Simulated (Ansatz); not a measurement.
# Geometry relaxation of Rb (part 1 of 2)

- system: Rb (2 atoms in the cell)
- method: DFT PBEsol, scalar-relativistic, plane waves, PAW, no spin polarisation (Ansatz 0.2.0)

The structure derives from an entry of the Crystallography Open Database. It belongs to a series of runs on one base structure; here: biaxial strain in the a-b plane, c and atoms relaxed: -2.0 %. Figures and captions count atoms from 1; the log counts them from 0 in places.

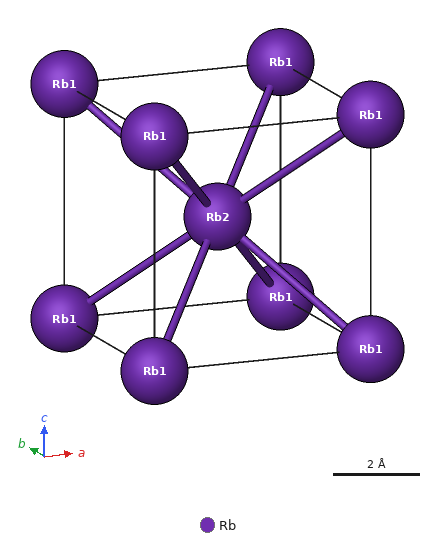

**Figure 1.** The input geometry (ball-and-stick view of the cell of the calculation, seen slightly off an axis; atoms are numbered from 1 in the order of the input). An atom can appear more than once, as a periodic image.

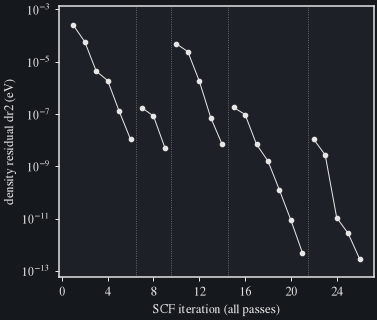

**Figure 2.** Convergence of the self-consistent field: density residual dr2 against the SCF iteration. The dotted lines part the SCF passes of the relaxation: geometry steps, rejected trials and re-solves on a re-selected basis. The 5 passes take 3 to 7 iterations each, 26 in all.

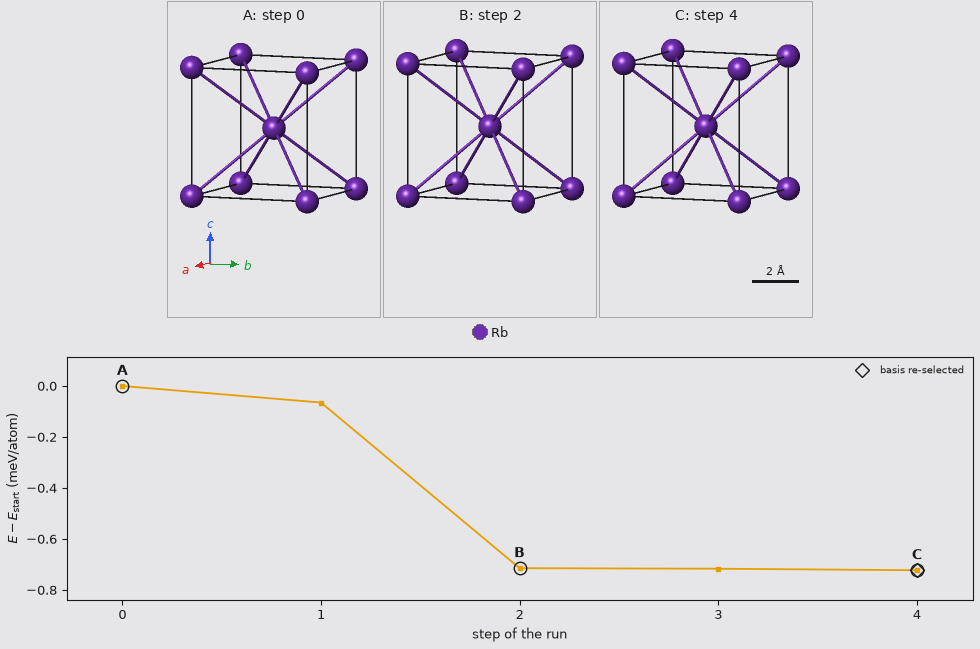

**Figure 3.** Frames of the relaxation (ball-and-stick view of the cell of the calculation, seen slightly off an axis) above the curves, on which the letters mark them (the first geometry is step 0 here and step 1 in the log).

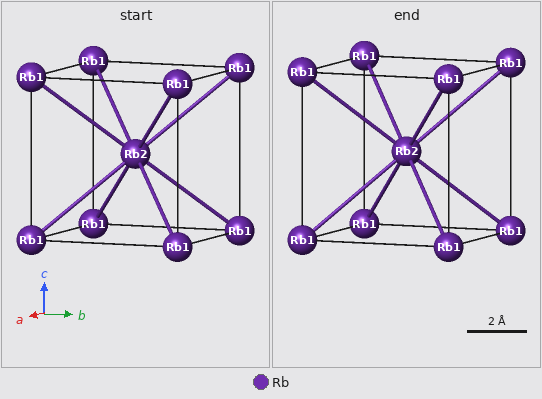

**Figure 4.** Before (left) and after (right) the relaxation, at one scale (ball-and-stick view of the cell of the calculation, seen slightly off an axis). The atoms keep their places relative to the cell (all moves are under 0.005 Å). Cell: a = b stay at 5.460 Å, c 5.639 → 5.814 Å (+3.1 %). Volume +3.1 %. Among the contacts that change: Rb1–Rb2 4.781 → 4.833 Å. The space group stays I4/mmm (No. 139). The energy falls by 0.7 meV per atom in 3 geometry steps. All forces vanish by symmetry, so only the cell relaxes. Pressure: 0.08 GPa at the start and −0.01 GPa at the end. A last SCF at the same geometry on a re-selected plane-wave basis shifts the energy by next to nothing (0.0 meV per atom). (Atoms are counted from 1 in the order of the input.)

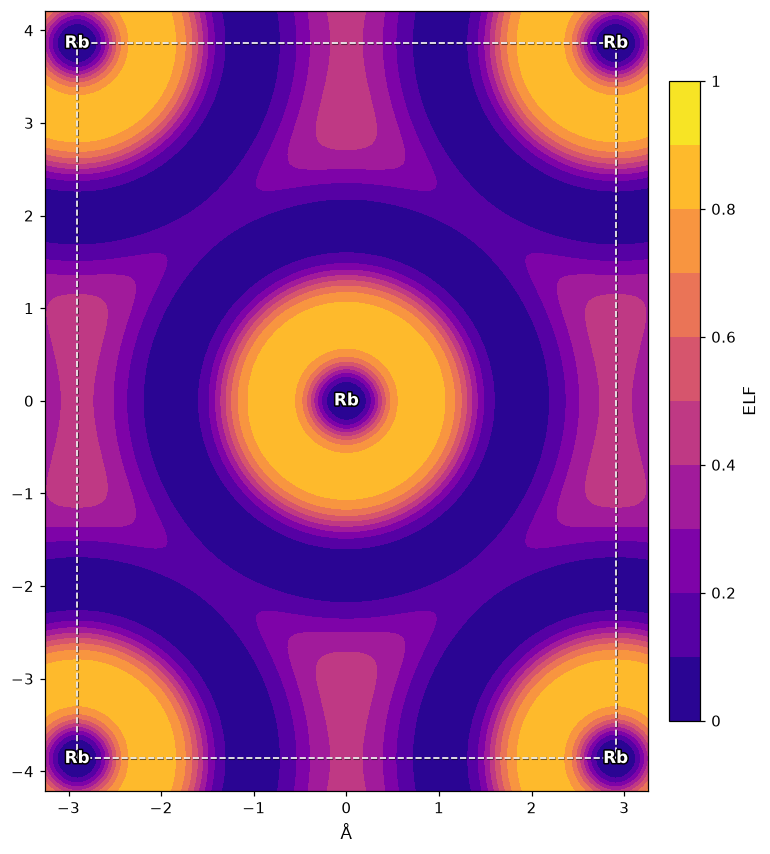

**Figure 5.** Electron localisation function on the (11̄0) plane of the conventional cell. Rb–Rb (4.83 Å): the ELF is about 0.15 at the midpoint; no localised pair between them. The strong features right at Rb lie inside the PAW spheres (semicore, d or f shells) and say nothing about bonding. The fields are those of the smooth PAW valence density.

The input and output of the run follow.

### The input
```yaml
crystal:
  lattice:
    - [5.4604111607, 0.0, 0.0]
    - [0.0, 5.4604111607, 0.0]
    - [0.0, 0.0, 5.6387103007]
  atoms:
    - { symbol: Rb, position: [0.0, 0.0, 0.0] }
    - { symbol: Rb, position: [0.5, 0.5, 0.5] }
basis:
  ecutwfc: 420
kpoints:
  mp_grid: { grid: [10, 10, 10] }
hamiltonian:
  xc: pbesol
scf:
  occupations: { method: gaussian, width: 0.1 }
output:
  forces: true
  stress: true
  eigenvalues: true
  write_density: true
  write_potential: true
  elf: true
  volumetric_format: npy
relax:
  adjacent_minimum: "off"
  f_tol: 0.008
  max_steps: 40
  cell: { stress_tol: 0.015, fix: [a, b, gamma] }
```

Launch command:
```bash
ansatz run input.yaml --threads 1 --pin off --max-ram 2560MiB --backend cpu --events-out ev --progress --plain --runs-dir out
```

### The program's output
```
Engine: ansatz 0.2.0, aarch64-unknown-linux-gnu
Pseudopotentials: kind: paw
Pseudopotential: Rb, paw, valence charge 9, recommended cutoff 420 eV (normal), Rb.paw.azcp
Functional definition: PBEsol
  exchange = pbesol_x
  correlation = pbesol_c
Crystal: 2 atoms, lattice volume = 168.124 Å³
Basis set: ecut = 420 eV, 3279 PW (Γ), exchange–correlation on 80×80×80 points (8 copies of the dense FFT grid, shifted against one another)
Bands: 13, of which v1, the nominal top of the filled ones, is band 9 counted from 1 (8 counted from 0)
Symmetry: 32 space group operations
Space group: I4/mmm (ITA 139), of the structure as read, at distance tolerance 5.5e-5 Å
k-points: 126 of 1000
Non-local potential: Rb, projectors of the file, l = 0: 3, l = 1: 2, l = 2: 2
PAW form: soft (Blöchl's): semilocal exchange-correlation on the pseudo side does not see the compensation charge
PAW frozen core: Rb, regenerated for the run's functional, and the local potential with it (the file was generated under x = pbe(κ = 0.804, μ = 0.2195149727645171), c = pbe(β = 0.06672455060314922))
PAW one-centre angular grid: Rb, 110 points (default); XC on 64 Gauss nodes
Initial density: superposition of atomic densities (neutral atoms: chi_scale 0, normalization atom), corrected by the library's trained network
Initial wavefunctions: pseudopotential atomic-orbital guess
Functional: x = pbesol(κ = 0.804, μ = 0.12345679012345678), c = pbesol(β = 0.046)
SCF iter   1: F=—  HF=-6433.986737 eV  |F-HF|=—  |Δ(HF+E_count)|=         —  Δρ=6.56e-4  dr2=2.50e-4  ethr=1.77e-3  ⟨swp⟩=7.4  Hψ=10853  notcnv=0
preconditioner: auto → Kerker (q_TF=auto, 1.880 Å⁻¹)  [metal: Δε(μ)=0.011 eV  Ē_g=2.337 eV  σ=0.100 eV  W_gap=0.06  n_scr=18 (ndim 8)  ℏωp=4.1 eV  f_vac=0.000  D(μ)=1.86/eV (n_scr^D=6)]
SCF iter   2: F=—  HF=-6433.987407 eV  |F-HF|=—  |Δ(HF+E_count)|=   6.70e-4  Δρ=2.89e-4  dr2=5.79e-5  ethr=1.39e-6  ⟨swp⟩=3.0  Hψ=4410  notcnv=0
SCF iter   3: F=—  HF=-6433.987431 eV  |F-HF|=—  |Δ(HF+E_count)|=   2.41e-5  Δρ=5.44e-5  dr2=4.36e-6  ethr=3.22e-7  ⟨swp⟩=2.0  Hψ=2769  notcnv=0
SCF iter   4: F=—  HF=-6433.987432 eV  |F-HF|=—  |Δ(HF+E_count)|=   6.28e-7  Δρ=2.79e-5  dr2=1.90e-6  ethr=2.42e-8  ⟨swp⟩=1.0  Hψ=1629  notcnv=0
SCF iter   5: F=—  HF=-6433.987432 eV  |F-HF|=—  |Δ(HF+E_count)|=   7.51e-8  Δρ=8.88e-6  dr2=1.29e-7  ethr=1.06e-8  ⟨swp⟩=2.1  Hψ=2412  notcnv=0
SCF iter   6: F=-6433.987432 eV  HF=-6433.987432 eV  |F-HF|=2.29e-9  |Δ(HF+E_count)|=   3.97e-8  Δρ=2.92e-6  dr2=1.06e-8  ethr=5.56e-10  ⟨swp⟩=10.0  Hψ=12216  notcnv=0
SCF 1 converged in 6 iterations: F = -6433.987432 eV  dr2 = 1.06e-8
  greatest PAW one-centre occupation: 0.975 electrons in one spin orbital (limit 2), on the Rb atom at site 1 (counted from 0), in its partial waves of l = 0
relax step   1: F+E_penalty+E_count = -6433.98743206 eV  Δ(F+E_penalty+E_count) = +0.000e0 eV  max|allowed force component| = 5.177e-31 eV/Å  Δτ_max = 0.0000 Å  P = +0.082 GPa  Ω = 168.124 Å³  fix = [a, b, gamma]  reactions: a +0.079, b +0.079 GPa  (6 SCF iters, dr2 threshold 1.00e-7 eV, accepted)
Crystal: 2 atoms, lattice volume = 168.364 Å³
Initial density: handed on by an earlier stage of this run
Initial wavefunctions: those handed on with the density
iter 1 solved again at ethr=5.26e-8 eV; its pass at ethr=3.10e-3 eV (dr2=9.47e-6 eV) is discarded
SCF iter   1: F=—  HF=-6433.987564 eV  |F-HF|=—  |Δ(HF+E_count)|=         —  Δρ=7.12e-6  dr2=1.72e-7  ethr=5.26e-8  ⟨swp⟩=3.0  Hψ=13250  notcnv=0
preconditioner: auto → Kerker (q_TF=auto, 1.880 Å⁻¹)  [metal: Δε(μ)=0.008 eV  Ē_g=2.336 eV  σ=0.100 eV  W_gap=0.04  n_scr=18 (ndim 8)  ℏωp=4.0 eV  f_vac=0.000  D(μ)=1.86/eV (n_scr^D=6)]
SCF iter   2: F=—  HF=-6433.987563 eV  |F-HF|=—  |Δ(HF+E_count)|=   1.89e-6  Δρ=4.61e-6  dr2=8.32e-8  ethr=9.58e-10  ⟨swp⟩=1.3  Hψ=1708  notcnv=0
SCF iter   3: F=-6433.987562 eV  HF=-6433.987562 eV  |F-HF|=4.22e-10  |Δ(HF+E_count)|=   3.32e-8  Δρ=1.69e-6  dr2=5.09e-9  ethr=1.11e-10  ⟨swp⟩=7.2  Hψ=11564  notcnv=0
SCF 2 converged in 3 iterations: F = -6433.987562 eV  dr2 = 5.09e-9
relax step   2: F+E_penalty+E_count = -6433.98756250 eV  Δ(F+E_penalty+E_count) = -1.304e-4 eV  max|allowed force component| = 2.404e-30 eV/Å  Δτ_max = 0.0000 Å  P = +0.078 GPa  Ω = 168.364 Å³  energy of the carried Pulay correction = -3.745e-7 eV  fix = [a, b, gamma]  reactions: a +0.074, b +0.074 GPa  (3 SCF iters, dr2 threshold 2.00e-8 eV, accepted)
Crystal: 2 atoms, lattice volume = 173.086 Å³
Basis set: ecut = 420 eV, 3391 PW (Γ), exchange–correlation on 80×80×80 points (8 copies of the dense FFT grid, shifted against one another)
iter 1 solved again at ethr=4.69e-7 eV; its pass at ethr=3.10e-3 eV (dr2=8.45e-5 eV) is discarded
SCF iter   1: F=—  HF=-6433.988881 eV  |F-HF|=—  |Δ(HF+E_count)|=         —  Δρ=1.06e-4  dr2=4.85e-5  ethr=4.69e-7  ⟨swp⟩=3.5  Hψ=15121  notcnv=0
preconditioner: auto → Kerker (q_TF=auto, 1.871 Å⁻¹)  [metal: Δε(μ)=0.013 eV  Ē_g=2.319 eV  σ=0.100 eV  W_gap=0.07  n_scr=18 (ndim 8)  ℏωp=4.0 eV  f_vac=0.000  D(μ)=1.78/eV (n_scr^D=6)]
SCF iter   2: F=—  HF=-6433.988868 eV  |F-HF|=—  |Δ(HF+E_count)|=   1.39e-5  Δρ=7.14e-5  dr2=2.43e-5  ethr=2.69e-7  ⟨swp⟩=1.0  Hψ=1638  notcnv=0
SCF iter   3: F=—  HF=-6433.988862 eV  |F-HF|=—  |Δ(HF+E_count)|=   5.37e-6  Δρ=2.09e-5  dr2=1.83e-6  ethr=1.35e-7  ⟨swp⟩=2.8  Hψ=2560  notcnv=0
SCF iter   4: F=—  HF=-6433.988861 eV  |F-HF|=—  |Δ(HF+E_count)|=   8.71e-7  Δρ=5.34e-6  dr2=7.25e-8  ethr=1.02e-8  ⟨swp⟩=2.5  Hψ=2533  notcnv=0
SCF iter   5: F=-6433.988861 eV  HF=-6433.988861 eV  |F-HF|=2.89e-9  |Δ(HF+E_count)|=   3.55e-8  Δρ=1.41e-6  dr2=6.85e-9  ethr=1.01e-10  ⟨swp⟩=10.3  Hψ=11643  notcnv=0
SCF 3 converged in 5 iterations: F = -6433.988861 eV  dr2 = 6.85e-9
```
